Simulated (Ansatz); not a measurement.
# AlCo: geometry relaxation (part 1 of 2)

AlCo (Pm-3m, 2 atoms in the cell), computed with DFT PBE, scalar-relativistic, plane waves, PAW, spin-polarised (Ansatz 0.2.0).

The structure derives from a Materials Project entry. Figures and captions count atoms from 1; the log counts them from 0 in places.

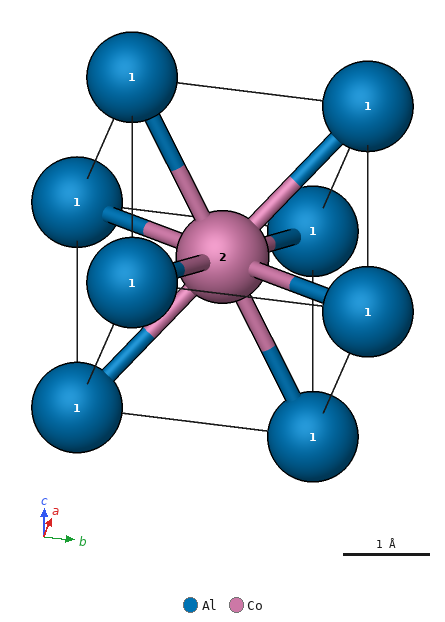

Figure 1. The input geometry (ball-and-stick view of the cell of the calculation, seen at an oblique angle; atoms are numbered from 1 in the order of the input). Near neighbours in the crystal (not all of them lie inside the picture): Al has 8 Co at 2.44 Å; Co has 8 Al at 2.44 Å.

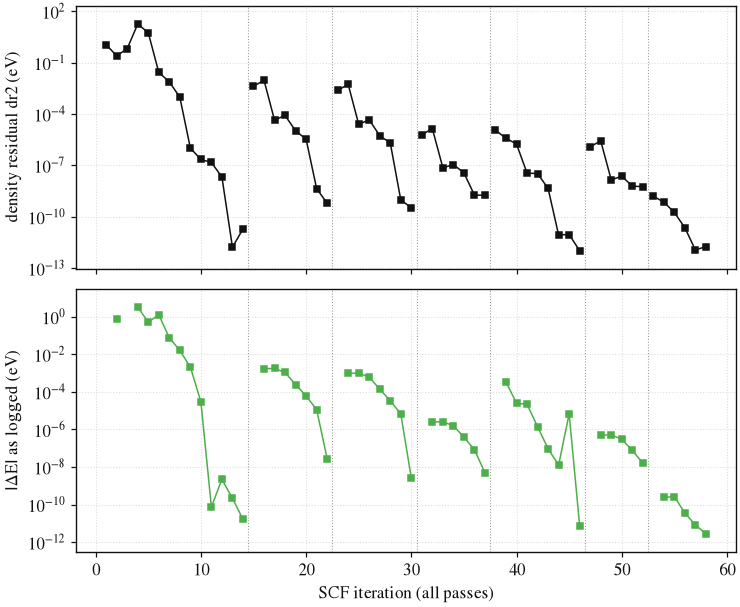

Figure 2. Convergence of the self-consistent field: density residual dr2 and size of the energy change against the SCF iteration. The dotted lines part the SCF passes of the relaxation: geometry steps, rejected trials and re-solves on a re-selected basis. The 7 passes take 6 to 14 iterations each, 58 in all.

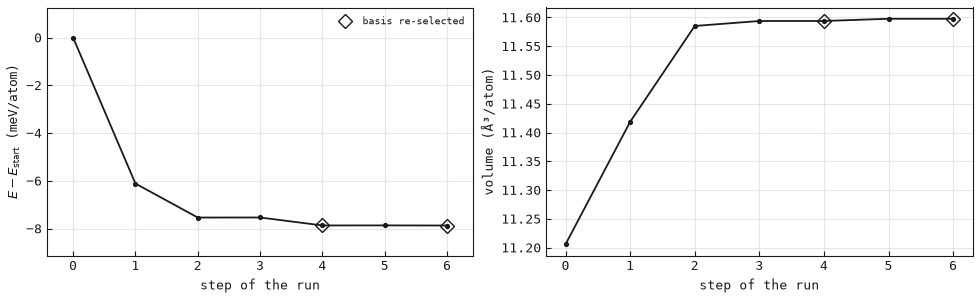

Figure 3. Progress of the relaxation, step by step (the first geometry is step 0 here and step 1 in the log).

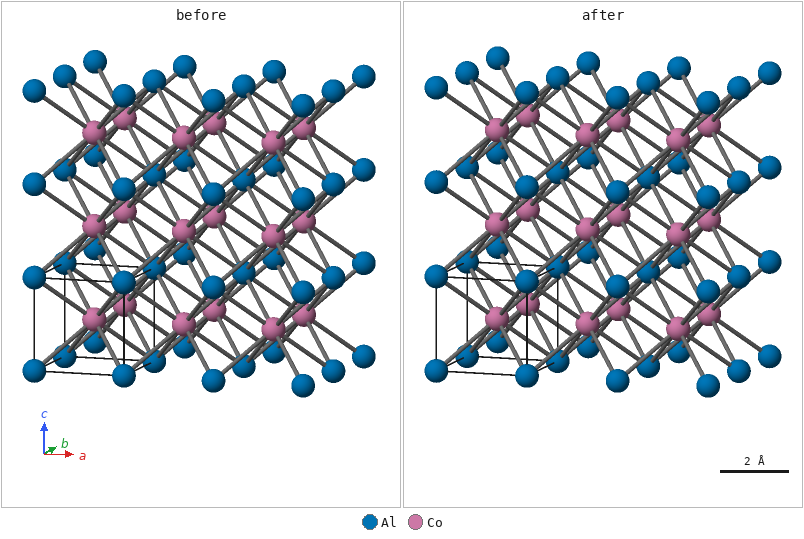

Figure 4. Before (left) and after (right) the relaxation, at one scale (ball-and-stick view of the cell of the calculation, repeated 3 × 2 × 3, seen slightly off an axis). The atoms keep their places relative to the cell (all moves are under 0.005 Å). Cell: a = b = c 2.819 → 2.852 Å (+1.2 %). Volume +3.5 %. Among the contacts that change: Al1–Co2 2.442 → 2.470 Å. The space group stays Pm-3m (No. 221). The energy falls by 7.9 meV per atom in 4 geometry steps. All forces vanish by symmetry, so only the cell relaxes. The pressure goes from 6.64 to 0.00 GPa. The basis was re-selected once at an unchanged geometry, which shifts the energy a little without any move. The energy change given includes the shifts at the re-selections in mid-walk, which come without any move. A last SCF at the same geometry on a re-selected plane-wave basis shifts the energy by next to nothing (0.0 meV per atom). (Atoms are counted from 1 in the order of the input.)

The input and output of the run follow.

The input
```yaml
crystal:
  lattice:
    - [2.81940321, 0.0, 0.0]
    - [0.0, 2.81940321, 0.0]
    - [0.0, 0.0, 2.81940321]
  atoms:
    - { symbol: Al, position: [0.0, 0.0, 0.0], spin: -0.01 }
    - { symbol: Co, position: [0.5, 0.5, 0.5], spin: 0.16 }
basis:
  ecutwfc: 420
kpoints:
  mp_grid: { grid: [14, 14, 14] }
hamiltonian:
  xc: pbe
scf:
  occupations: { method: gaussian, width: 0.1 }
output:
  forces: true
  stress: true
  eigenvalues: true
  populations: true
magnetization:
  spin_polarized: true
relax:
  adjacent_minimum: "off"
  f_tol: 0.005
  max_steps: 80
  cell: { stress_tol: 0.05 }
```

Command:
```bash
ansatz run input.yaml --threads 1 --pin off --max-ram 2560MiB --backend cpu --events-out ev --progress --plain --runs-dir out
```

Output
```
Engine: ansatz 0.2.0, aarch64-unknown-linux-gnu
Pseudopotentials: kind: paw
Pseudopotential: Al, paw, valence charge 3, recommended cutoff 420 eV (normal), Al.paw.azcp
Pseudopotential: Co, paw, valence charge 17, recommended cutoff 420 eV (normal), Co.paw.azcp
Functional definition: PBE
  parameter kappa = 0.804
  parameter beta = 0.06672455060314922
  exchange = pbe_x(kappa = kappa, mu = beta*pi^2/3)
  correlation = pbe_c(beta = beta)
Crystal: 2 atoms, lattice volume = 22.412 Å³
Basis set: ecut = 420 eV, 461 PW (Γ), exchange–correlation on 40×40×40 points (8 copies of the dense FFT grid, shifted against one another)
Bands: 15, of which v1, the nominal top of the filled ones, is band 10 counted from 1 (9 counted from 0)
Symmetry: 48 space group operations
Space group: Pm-3m (ITA 221), of the structure as read, at distance tolerance 2.8e-5 Å
Magnetic group: BNS 221.92 (UNI 1594), of the structure as read, at distance tolerance 2.8e-5 Å
k-points: 120 of 2744
Non-local potential: Al, projectors of the file, l = 0: 2, l = 1: 2, l = 2: 1
Non-local potential: Co, projectors of the file, l = 0: 3, l = 1: 2, l = 2: 3, l = 3: 1
PAW form: soft (Blöchl's): semilocal exchange-correlation on the pseudo side does not see the compensation charge
PAW one-centre angular grid: Al, 110 points (default); XC on 64 Gauss nodes
PAW one-centre angular grid: Co, 590 points (default); XC on 64 Gauss nodes
Initial density: superposition of atomic densities (chi_scale 0.1, normalization cell)
Starting moments: Σ|m| = 0.17 μB on 2 of 2 sites
Initial wavefunctions: pseudopotential atomic-orbital guess
Functional: x = pbe(κ = 0.804, μ = 0.2195149727645171), c = pbe(β = 0.06672455060314922)
SCF iter   1: F=—  HF=-5661.694939 eV  |F-HF|=—  |Δ(HF+E_count)|=         —  Δρ=5.45e-2 (↑5.45e-2 ↓4.72e-2)  dr2=1.12e0  dr2_m=6.96e-3  M=0.049 μB ∫|m|=0.122 μB  β_m=0.30  ethr=3.10e-3  ⟨swp⟩=4.1  Hψ=16172  notcnv=0
Mixer restart at iter 1: flushing history
preconditioner: auto → none  [metal: Δε(μ)=0.022 eV  Ē_g=9.400 eV  σ=0.100 eV  W_gap=0.12  n_scr=6 (ndim 8)  ℏωp=27.2 eV  f_vac=0.000  D(μ)=0.42/eV (n_scr^D=0)  sad-step TF]
SCF iter   2: F=—  HF=-5662.454216 eV  |F-HF|=—  |Δ(HF+E_count)|=   7.59e-1  Δρ=2.16e-2 (↑1.79e-2 ↓2.16e-2)  dr2=2.45e-1  dr2_m=2.15e-3  M=0.064 μB ∫|m|=0.125 μB  β_m=0.32  ethr=3.10e-3  ⟨swp⟩=2.9  Hψ=7654  notcnv=0  defer=144
SCF iter   3: F=—  HF=-5663.317072 eV  |F-HF|=—  |Δ(HF+E_count)|=         —  Δρ=4.61e-2 (↑4.61e-2 ↓2.59e-2)  dr2=6.62e-1  dr2_m=2.66e-2  M=0.006 μB ∫|m|=0.021 μB  β_m=1.00  ethr=1.22e-3  ⟨swp⟩=2.5  Hψ=5681  notcnv=0  defer=144
Mixer restart at iter 3: flushing history
SCF iter   4: F=—  HF=-5666.551113 eV  |F-HF|=—  |Δ(HF+E_count)|=    3.23e0  Δρ=1.76e-1 (↑1.76e-1 ↓1.76e-1)  dr2=1.78e1  dr2_m=5.47e-6  M=0.012 μB ∫|m|=0.017 μB  β_m=0.32  ethr=2.50e-4  ⟨swp⟩=3.2  Hψ=11081  notcnv=0  defer=129
SCF iter   5: F=—  HF=-5666.036259 eV  |F-HF|=—  |Δ(HF+E_count)|=   5.15e-1  Δρ=1.05e-1 (↑1.05e-1 ↓1.03e-1)  dr2=5.59e0  dr2_m=1.88e-4  M=0.004 μB ∫|m|=0.010 μB  β_m=0.26  ethr=2.50e-4  ⟨swp⟩=3.8  Hψ=12723  notcnv=0  defer=166
SCF iter   6: F=—  HF=-5664.762661 eV  |F-HF|=—  |Δ(HF+E_count)|=    1.27e0  Δρ=6.32e-3 (↑5.44e-3 ↓6.32e-3)  dr2=2.67e-2  dr2_m=1.24e-4  M=0.004 μB ∫|m|=0.010 μB  β_m=0.63  ethr=2.50e-4  ⟨swp⟩=3.3  Hψ=10378  notcnv=0  defer=146
SCF iter   7: F=—  HF=-5664.838926 eV  |F-HF|=—  |Δ(HF+E_count)|=   7.63e-2  Δρ=5.38e-3 (↑5.38e-3 ↓5.17e-3)  dr2=7.58e-3  dr2_m=3.84e-6  M=-0.000 μB ∫|m|=0.000 μB  β_m=0.49  ethr=1.33e-4  ⟨swp⟩=2.0  Hψ=8732  notcnv=0  defer=149
SCF iter   8: F=—  HF=-5664.822951 eV  |F-HF|=—  |Δ(HF+E_count)|=   1.60e-2  Δρ=1.81e-3 (↑1.51e-3 ↓1.81e-3)  dr2=9.48e-4  dr2_m=6.77e-6  M=0.001 μB ∫|m|=0.003 μB  β_m=0.75  ethr=3.79e-5  ⟨swp⟩=2.0  Hψ=6526  notcnv=0  defer=149
SCF iter   9: F=—  HF=-5664.825047 eV  |F-HF|=—  |Δ(HF+E_count)|=   2.10e-3  Δρ=1.27e-4 (↑1.27e-4 ↓7.09e-5)  dr2=1.03e-6  dr2_m=1.29e-6  M=0.000 μB ∫|m|=0.001 μB  β_m=0.87  ethr=4.74e-6  ⟨swp⟩=2.0  Hψ=6084  notcnv=0  defer=149
SCF iter  10: F=—  HF=-5664.825077 eV  |F-HF|=—  |Δ(HF+E_count)|=   2.96e-5  Δρ=6.21e-5 (↑2.15e-5 ↓6.21e-5)  dr2=2.21e-7  dr2_m=3.46e-7  M=0.000 μB ∫|m|=0.000 μB  β_m=0.94  ethr=5.16e-9  ⟨swp⟩=2.3  Hψ=5865  notcnv=0  defer=149
SCF iter  11: F=—  HF=-5664.825077 eV  |F-HF|=—  |Δ(HF+E_count)|=  7.46e-11  Δρ=2.67e-5 (↑2.67e-5 ↓8.74e-6)  dr2=1.49e-7  dr2_m=1.74e-8  M=0.000 μB ∫|m|=0.000 μB  β_m=0.97  ethr=1.10e-9  ⟨swp⟩=2.4  Hψ=5975  notcnv=0  defer=149
SCF iter  12: F=—  HF=-5664.825077 eV  |F-HF|=—  |Δ(HF+E_count)|=   2.20e-9  Δρ=7.97e-6 (↑7.97e-6 ↓4.06e-6)  dr2=2.09e-8  dr2_m=8.03e-10  M=0.000 μB ∫|m|=0.000 μB  β_m=0.98  ethr=7.47e-10  ⟨swp⟩=2.0  Hψ=4486  notcnv=0  defer=149
SCF iter  13: F=—  HF=-5664.825077 eV  |F-HF|=—  |Δ(HF+E_count)|=  2.12e-10  Δρ=2.55e-7 (↑2.55e-7 ↓2.33e-7)  dr2=1.68e-12  dr2_m=1.15e-11  M=0.000 μB ∫|m|=0.000 μB  β_m=0.91  ethr=1.04e-10  ⟨swp⟩=2.2  Hψ=4725  notcnv=0  defer=149
SCF iter  14: F=-5664.825077 eV  HF=-5664.825077 eV  |F-HF|=1.73e-11  |Δ(HF+E_count)|=  1.64e-11  Δρ=2.01e-7 (↑1.84e-7 ↓2.01e-7)  dr2=1.92e-11  dr2_m=1.96e-14  M=0.000 μB ∫|m|=0.000 μB  ethr=1.00e-12  ⟨swp⟩=3.8  Hψ=10847  notcnv=0
WARN: the starting moments were not kept: the SCF closed with an absolute magnetisation of 5.5e-8 μB, where they sum to 0.17 μB in size (2 sites). That is at most 0.1 of that sum. Measured as dr2_m measures the in/out step, that magnetisation stands 1.9e-15 eV from none, at or under the dr2_threshold of 1.0e-7 eV: it is no larger than a step whose dr2_m would equal this threshold. The system may hold no moment; this SCF shows only that its start led to no more than that. To try another start: raise the starting moments (crystal.atoms[].spin, magnetization.per_species, magnetization.initial_magnetization, or on a non-collinear deck that types none of these the spinor_matrix: blocks that start its atoms; where the total moment is fixed, keep their sum and leave initial_magnetization as it is; typed ones take the place of any that the run laid by itself, positive ones on a crystal's lanthanoids without a Hubbard term where scf.initial_density.shell_occupations: [] is typed) or, if the notice of its spin-set hold's release reads "site moments contracting" or "site moments show no strong build", lengthen the hold (scf.mixing.spin_hold: { on: { confirm: 4 } }; for m-r²SCAN on two components see the key's manual first). Each may lead to a state that holds a moment. A second SCF, from the converged charge density, with the starting moments and any scf.initial_density.shell_occupations laid on it anew, would have followed, and was not run: the deck does not ask for one (magnetization.retry_lost_moments is false, the default). To let it run, set magnetization.retry_lost_moments: true and run the deck again, where that key's refused combinations let it; where memory then withholds it, that run's warning says so.
SCF 1 converged in 14 iterations: F = -5664.825077 eV  dr2 = 1.92e-11
  greatest PAW one-centre occupation: 1.000 electrons in one spin orbital (limit 2), on the Co atom at site 1 (counted from 0), in its partial waves of l = 1
relax step   1: F+E_penalty+E_count = -5664.82507674 eV  Δ(F+E_penalty+E_count) = +0.000e0 eV  max|allowed force component| = 5.431e-28 eV/Å  Δτ_max = 0.0000 Å  P = +6.636 GPa  Ω = 22.412 Å³  (14 SCF iters, dr2 threshold 1.00e-7 eV, accepted)
Crystal: 2 atoms, lattice volume = 22.837 Å³
Initial density: handed on by an earlier stage of this run
Starting moments: Σ|m| = 0.17 μB on 2 of 2 sites; this step starts from the density that it was given
Initial wavefunctions: those handed on with the density
iter 1 solved again at ethr=2.01e-5 eV; its pass at ethr=3.10e-3 eV (dr2=4.01e-3 eV) is discarded
SCF iter   1: F=—  HF=-5664.835927 eV  |F-HF|=—  |Δ(HF+E_count)|=         —  Δρ=2.71e-3 (↑2.71e-3 ↓2.54e-3)  dr2=4.14e-3  dr2_m=4.15e-6  M=-0.000 μB ∫|m|=0.001 μB  β_m=0.65  ethr=2.01e-5  ⟨swp⟩=1.0  Hψ=21356  notcnv=0
preconditioner: auto → none  [metal: Δε(μ)=0.071 eV  Ē_g=9.598 eV  σ=0.100 eV  W_gap=0.35  n_scr=0 (ndim 8)  ℏωp=26.9 eV  f_vac=0.000  D(μ)=0.69/eV (n_scr^D=6)]
SCF iter   2: F=—  HF=-5664.837654 eV  |F-HF|=—  |Δ(HF+E_count)|=   1.73e-3  Δρ=4.32e-3 (↑4.24e-3 ↓4.32e-3)  dr2=9.32e-3  dr2_m=7.98e-7  M=-0.000 μB ∫|m|=0.000 μB  β_m=0.28  ethr=2.01e-5  ⟨swp⟩=2.0  Hψ=7186  notcnv=0  recentre
SCF iter   3: F=—  HF=-5664.835909 eV  |F-HF|=—  |Δ(HF+E_count)|=   1.75e-3  Δρ=3.82e-4 (↑3.82e-4 ↓3.70e-4)  dr2=4.38e-5  dr2_m=1.47e-6  M=-0.000 μB ∫|m|=0.000 μB  β_m=0.55  ethr=2.01e-5  ⟨swp⟩=2.9  Hψ=6793  notcnv=0
SCF iter   4: F=—  HF=-5664.836991 eV  |F-HF|=—  |Δ(HF+E_count)|=   1.08e-3  Δρ=3.79e-4 (↑3.36e-4 ↓3.79e-4)  dr2=8.24e-5  dr2_m=1.33e-7  M=-0.000 μB ∫|m|=0.000 μB  β_m=0.55  ethr=2.19e-7  ⟨swp⟩=2.1  Hψ=6128  notcnv=0
SCF iter   5: F=—  HF=-5664.837235 eV  |F-HF|=—  |Δ(HF+E_count)|=   2.44e-4  Δρ=1.28e-4 (↑1.10e-4 ↓1.28e-4)  dr2=1.04e-5  dr2_m=1.93e-8  M=-0.000 μB ∫|m|=0.000 μB  β_m=0.78  ethr=2.19e-7  ⟨swp⟩=2.0  Hψ=6016  notcnv=0
SCF iter   6: F=—  HF=-5664.837295 eV  |F-HF|=—  |Δ(HF+E_count)|=   6.02e-5  Δρ=7.32e-5 (↑6.65e-5 ↓7.32e-5)  dr2=3.41e-6  dr2_m=2.36e-9  M=-0.000 μB ∫|m|=0.000 μB  β_m=0.89  ethr=5.21e-8  ⟨swp⟩=2.8  Hψ=6146  notcnv=0
SCF iter   7: F=—  HF=-5664.837306 eV  |F-HF|=—  |Δ(HF+E_count)|=   1.14e-5  Δρ=2.48e-6 (↑2.18e-6 ↓2.48e-6)  dr2=4.43e-9  dr2_m=9.75e-12  M=-0.000 μB ∫|m|=0.000 μB  β_m=0.93  ethr=1.70e-8  ⟨swp⟩=2.0  Hψ=6073  notcnv=0  defer=2
SCF iter   8: F=-5664.837306 eV  HF=-5664.837306 eV  |F-HF|=4.61e-10  |Δ(HF+E_count)|=   2.79e-8  Δρ=9.83e-7 (↑9.83e-7 ↓9.08e-7)  dr2=6.17e-10  dr2_m=3.73e-13  M=-0.000 μB ∫|m|=0.000 μB  ethr=2.21e-11  ⟨swp⟩=2.2  Hψ=12044  notcnv=0
the starting moments were not kept: the SCF closed with an absolute magnetisation of 8.3e-7 μB, where they sum to 0.17 μB in size (2 sites). That is at most 0.1 of that sum. Measured as dr2_m measures the in/out step, that magnetisation stands 1.1e-12 eV from none, at or under the dr2_threshold of 2.0e-7 eV: it is no larger than a step whose dr2_m would equal this threshold.
SCF 2 converged in 8 iterations: F = -5664.837306 eV  dr2 = 6.17e-10
relax step   2: F+E_penalty+E_count = -5664.83730635 eV  Δ(F+E_penalty+E_count) = -1.223e-2 eV  max|allowed force component| = 1.340e-28 eV/Å  Δτ_max = 0.0000 Å  P = +2.859 GPa  Ω = 22.837 Å³  energy of the carried Pulay correction = -3.075e-4 eV  (8 SCF iters, dr2 threshold 2.00e-7 eV, accepted)
Crystal: 2 atoms, lattice volume = 23.170 Å³
iter 1 solved again at ethr=1.17e-5 eV; its pass at ethr=3.10e-3 eV (dr2=2.33e-3 eV) is discarded
SCF iter   1: F=—  HF=-5664.839404 eV  |F-HF|=—  |Δ(HF+E_count)|=         —  Δρ=2.05e-3 (↑2.05e-3 ↓1.92e-3)  dr2=2.39e-3  dr2_m=2.39e-6  M=-0.000 μB ∫|m|=0.000 μB  β_m=0.65  ethr=1.17e-5  ⟨swp⟩=1.0  Hψ=21440  notcnv=0
preconditioner: auto → none  [metal: Δε(μ)=0.071 eV  Ē_g=9.477 eV  σ=0.100 eV  W_gap=0.35  n_scr=0 (ndim 8)  ℏωp=26.7 eV  f_vac=0.000  D(μ)=0.71/eV (n_scr^D=6)]
SCF iter   2: F=—  HF=-5664.840361 eV  |F-HF|=—  |Δ(HF+E_count)|=   9.57e-4  Δρ=3.24e-3 (↑3.18e-3 ↓3.24e-3)  dr2=5.34e-3  dr2_m=4.62e-7  M=-0.000 μB ∫|m|=0.000 μB  β_m=0.28  ethr=1.17e-5  ⟨swp⟩=2.0  Hψ=7054  notcnv=0  recentre
SCF iter   3: F=—  HF=-5664.839368 eV  |F-HF|=—  |Δ(HF+E_count)|=   9.93e-4  Δρ=2.85e-4 (↑2.85e-4 ↓2.74e-4)  dr2=2.48e-5  dr2_m=8.49e-7  M=-0.000 μB ∫|m|=0.000 μB  β_m=0.55  ethr=1.17e-5  ⟨swp⟩=3.0  Hψ=6469  notcnv=0
SCF iter   4: F=—  HF=-5664.839975 eV  |F-HF|=—  |Δ(HF+E_count)|=   6.07e-4  Δρ=2.81e-4 (↑2.48e-4 ↓2.81e-4)  dr2=4.63e-5  dr2_m=7.83e-8  M=-0.000 μB ∫|m|=0.000 μB  β_m=0.55  ethr=1.24e-7  ⟨swp⟩=2.1  Hψ=5440  notcnv=0
SCF iter   5: F=—  HF=-5664.840114 eV  |F-HF|=—  |Δ(HF+E_count)|=   1.39e-4  Δρ=9.17e-5 (↑7.68e-5 ↓9.17e-5)  dr2=5.36e-6  dr2_m=1.28e-8  M=-0.000 μB ∫|m|=0.000 μB  β_m=0.78  ethr=1.24e-7  ⟨swp⟩=2.0  Hψ=6016  notcnv=0
SCF iter   6: F=—  HF=-5664.840147 eV  |F-HF|=—  |Δ(HF+E_count)|=   3.34e-5  Δρ=5.66e-5 (↑5.06e-5 ↓5.66e-5)  dr2=2.05e-6  dr2_m=1.94e-9  M=-0.000 μB ∫|m|=0.000 μB  β_m=0.89  ethr=2.68e-8  ⟨swp⟩=2.9  Hψ=6258  notcnv=0
SCF iter   7: F=—  HF=-5664.840154 eV  |F-HF|=—  |Δ(HF+E_count)|=   6.67e-6  Δρ=1.54e-6 (↑1.54e-6 ↓9.94e-7)  dr2=9.58e-10  dr2_m=2.07e-11  M=-0.000 μB ∫|m|=0.000 μB  β_m=0.91  ethr=1.03e-8  ⟨swp⟩=2.0  Hψ=6178  notcnv=0
SCF iter   8: F=-5664.840154 eV  HF=-5664.840154 eV  |F-HF|=3.27e-10  |Δ(HF+E_count)|=   2.56e-9  Δρ=7.78e-7 (↑5.76e-7 ↓7.78e-7)  dr2=3.38e-10  dr2_m=2.40e-12  M=-0.000 μB ∫|m|=0.000 μB  ethr=4.79e-12  ⟨swp⟩=1.3  Hψ=10362  notcnv=0
the starting moments were not kept: the SCF closed with an absolute magnetisation of 3.0e-6 μB, where they sum to 0.17 μB in size (2 sites). That is at most 0.1 of that sum. Measured as dr2_m measures the in/out step, that magnetisation stands 1.6e-11 eV from none, at or under the dr2_threshold of 2.0e-7 eV: it is no larger than a step whose dr2_m would equal this threshold.
SCF 3 converged in 8 iterations: F = -5664.840154 eV  dr2 = 3.38e-10
relax step   3: F+E_penalty+E_count = -5664.84015374 eV  Δ(F+E_penalty+E_count) = -2.847e-3 eV  max|allowed force component| = 4.207e-30 eV/Å  Δτ_max = 0.0000 Å  P = +0.139 GPa  Ω = 23.170 Å³  energy of the carried Pulay correction = -5.442e-4 eV  (8 SCF iters, dr2 threshold 2.00e-7 eV, accepted)
Crystal: 2 atoms, lattice volume = 23.188 Å³
iter 1 solved again at ethr=2.41e-8 eV; its pass at ethr=3.10e-3 eV (dr2=4.82e-6 eV) is discarded
```
